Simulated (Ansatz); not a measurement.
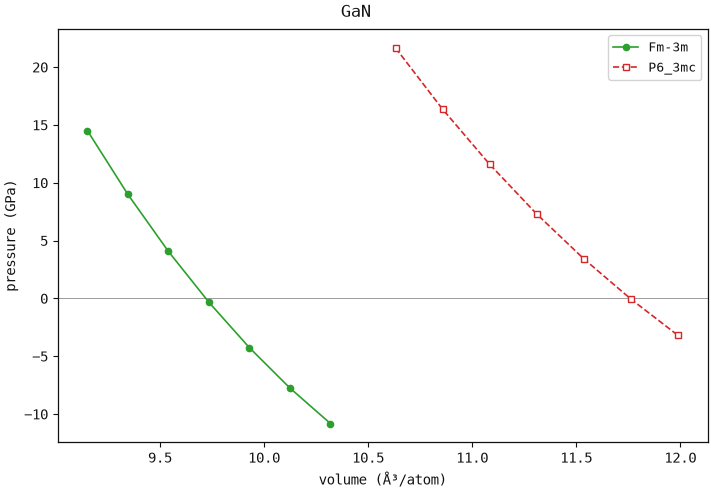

Computed with Ansatz 0.2.0: plane-wave DFT, no spin polarisation; energies at scaled volumes of the given cell, shape and fractions fixed, counted from the fit's minimum, third-order Birch-Murnaghan fit. Level: PBE.

| setting | value |
| --- | --- |
| occupations | Fermi–Dirac |
| smearing width | 0.05 eV |
| wave cutoff | 420 eV |
| density cutoff | 1680 eV |

**Figure.** Pressure against volume, with one curve for each structure, for GaN.

Settings that differ: Fm-3m: k mesh 11×11×11, potentials Ansatz PAW; P6_3mc: k mesh 10×10×5, potentials Ansatz-PAW-large-core.

The fitted equilibrium volumes, smallest first, are Fm-3m 9.719, P6_3mc 11.759 Å³/atom. The fitted bulk moduli, smallest first, are P6_3mc 172.3, Fm-3m 208.9 GPa. For Fm-3m, the pressure falls from 14.52 GPa at volume 9.15 Å³/atom to −10.82 GPa at 10.32 Å³/atom, and changes sign near 9.72 Å³/atom. For P6_3mc, the pressure falls from 21.66 GPa at volume 10.63 Å³/atom to −3.20 GPa at 11.99 Å³/atom, and changes sign near 11.76 Å³/atom.
